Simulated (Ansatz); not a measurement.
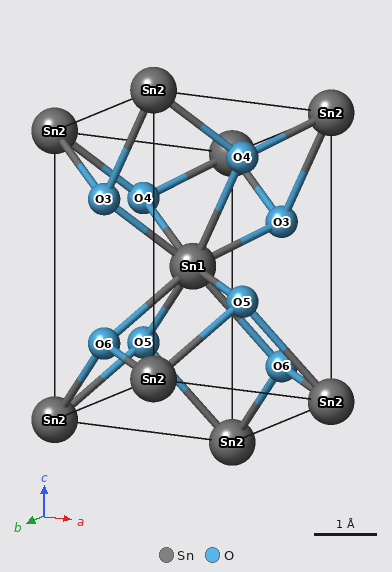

Solid SnO2 (a generated structure, set up in P4_2/nmc) (coarse preliminary run), before the relaxation. Style: ball-and-stick. Shown: the cell of the calculation, from a free direction.

Case: Hf → Sn on all its sites, cell and atoms relaxed.

These are results of Ansatz, DFT PBE, scalar-relativistic, plane waves, PAW, not measurements.

Input file:
```yaml
crystal:
  lattice:
    - [3.3299039027, 0.0, 0.0]
    - [0.0, 3.3299039027, 0.0]
    - [0.0, 0.0, 4.8632137485]
  atoms:
    - { symbol: Sn, position: [0.5, 0.5, 0.5] }
    - { symbol: Sn, position: [0.0, 0.0, 0.0] }
    - { symbol: O, position: [0.0, 0.5, 0.6932521176] }
    - { symbol: O, position: [0.5, 0.0, 0.8067478824] }
    - { symbol: O, position: [0.5, 0.0, 0.3067478824] }
    - { symbol: O, position: [0.0, 0.5, 0.1932521176] }
basis:
  ecutwfc: 420
kpoints:
  mp_grid: { grid: [6, 6, 4] }
hamiltonian:
  xc: pbe
scf:
  occupations: { method: gaussian, width: 0.1 }
output:
  forces: true
  stress: true
  eigenvalues: true
relax:
  adjacent_minimum: "off"
  f_tol: 0.05
  max_steps: 60
  cell: { stress_tol: 0.5 }
```

Run as
```bash
ansatz run input.yaml --threads 2 --pin off --max-ram 5120MiB --backend cpu --events-out ev --progress --plain --runs-dir out
```

Where does the relaxation end?

Over 7 accepted moves (9 points after the start) the energy falls by 571 meV per atom. Largest force component: 1.1 eV/Å at the start, 0.0041 eV/Å at the end. The pressure goes from 86.59 to −0.12 GPa. The SCF was repeated twice at an unchanged geometry on a basis and grid sized afresh for the cell, which shifted the energy by 50.4 meV per atom at most. The largest moves relative to the cell, 0.091 Å, are those of O3, O4, O5 and O6. O4 goes along +c. Sn stays in place. Cell: a = b 3.330 → 3.593 Å (+7.9 %), c 4.863 → 5.533 Å (+13.8 %). Volume +32.5 %. Some distances before and after: Sn1–O4 2.236 → 2.535 Å, Sn1–O3 1.912 → 2.046 Å. Among the angles between lasting bonds that change: Sn2–O3–Sn2 96.3° → 90.3°. The space group stays P4_2/nmc (No. 137). Cost: 33 s on 2 threads of Arm Neoverse N1 (shared host), peak memory 0.37 GiB.

Step by step:

| step | E − E(0), meV/atom | largest force component, eV/Å | pressure, GPa | volume, Å³/atom | note |
| --- | --- | --- | --- | --- | --- |
| 0 | 0.00 | 1.0667 | 86.59 | 8.987 |  |
| 1 | -424.14 | 0.2705 | 29.05 | 10.259 |  |
| 2 | -505.97 | 0.1115 | 7.02 | 11.066 |  |
| 3 | -511.61 | 0.0744 | 0.24 | 11.391 |  |
| 4 | -513.23 | 0.0571 | 0.56 | 11.463 |  |
| 5 | -513.34 | 0.0026 | -0.03 | 11.471 |  |
| 6 | -563.70 | 0.0169 | 4.94 | 11.471 | same geometry, new basis |
| 7 | -568.32 | 0.0001 | 1.09 | 11.778 |  |
| 8 | -567.97 | 0.0040 | -0.18 | 11.908 |  |
| 9 | -570.70 | 0.0041 | -0.12 | 11.908 | same geometry, new basis |

After the run, drawn alike:

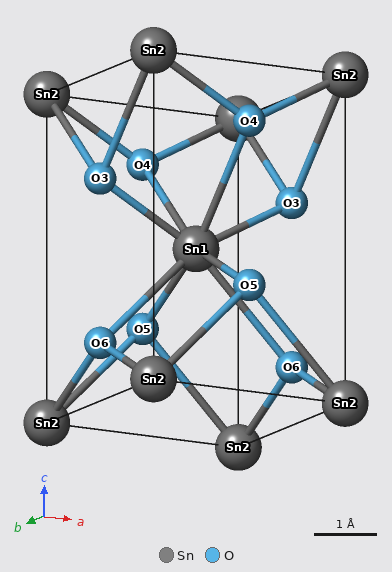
